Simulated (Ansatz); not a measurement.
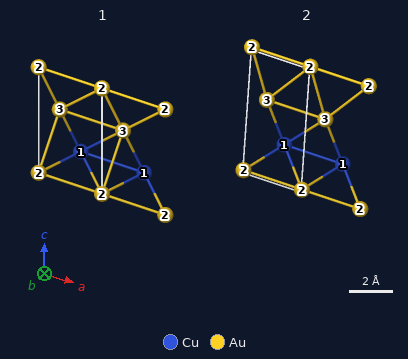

Two geometries of crystalline CuAu2 (set up in I4/mmm), drawn at one scale. One is the start of a relaxation, the other its converged end. The picture is a ball-and-stick view of the cell of the calculation, repeated 2 × 1 × 1 with one cell outlined, seen along the b axis.

All numbers below come from Ansatz 0.2.0, DFT PBEsol, scalar-relativistic, plane waves, PAW. Set-up: plane-wave cutoff 420 eV; k-point mesh 14 × 14 × 14; occupations gaussian; smearing width 0.1 eV; no spin polarisation; cell and atoms relaxed; force threshold 0.015 eV/Å; at most 60 steps.

### Which geometry has the lower energy?

Structure 2 is the relaxed one. Case: 1 of 3 Au sites taken by Cu, cell and atoms relaxed. Over 13 accepted moves (18 points after the start) the energy falls by 83.8 meV per atom. The largest force component goes from 1.8 to 0.0024 eV/Å. Pressure: 4.95 GPa at the start and −0.03 GPa at the end. The line search rejected the trial steps at points 9, 14, 15 of the run. At 2 points the geometry stayed and the basis and grid were re-selected for the new cell (energy shift of 3.5 meV per atom at most each time). The largest moves relative to the cell, 0.13 Å, are those of Au2 and Au3. Au3 goes along [−1 −1 −2]. Cu stays in place. The volume changes by +1.2 %, with a = b 3.105 → 2.862 Å (−7.8 %), c 5.150 → 5.908 Å (+14.7 %), α 107.5° → 104.0°, β 107.5° → 104.0°. Some distances before and after: Au2–Au3 3.105 → 3.446 Å, Cu1–Cu1 3.105 → 2.862 Å, Au2–Au2 3.105 → 2.862 Å, Au2–Au3 (another image) 2.689 → 2.920 Å. The space group stays I4/mmm (No. 139). Cost: 5.2 min on 1 thread of Intel(R) Xeon(R) Platinum 8488C (Sapphire Rapids), on a shared host, peak memory 0.6 GiB.
